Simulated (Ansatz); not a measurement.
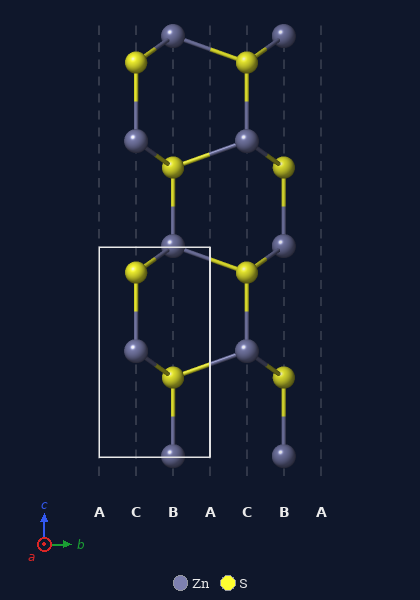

The picture looks along a close-packed row of the hexagonal mesh; c points upwards. The dashed lines mark the three columns A (0, 0), B (1/3, 2/3) and C (2/3, 1/3). The sequence starts with the first layer at or above the cell's origin.

ZnS. Coordinates: the geometry relaxed at fixed volume with Ansatz, DFT PBEsol, scalar-relativistic, plane waves, PAW.

Read off the stacking sequence over one period.

Answer. Zn(B) – S(B) – Zn(C) – S(C) (four layers in 6.17 Å).

How are the S layers alone stacked?

Answer. S layers alone: BC, the hexagonal close-packed type.

Which positions between or in the S layers do the other atoms fill?

Answer. Zn: two tetrahedral sites (per hexagonal cell).

What short polytype symbol fits?

Answer. Polytype symbol 2H, the symbol of a tetrahedral polytype (number of double layers in the repeat and lattice).

Heights of the layers:

| layer | atoms (column) | height (Å) | to next (Å) |
| --- | --- | --- | --- |
| 1 | Zn(B) | 0.03 | 2.31 |
| 2 | S(B) | 2.34 | 0.78 |
| 3 | Zn(C) | 3.12 | 2.31 |
| 4 | S(C) | 5.42 | 0.78 |
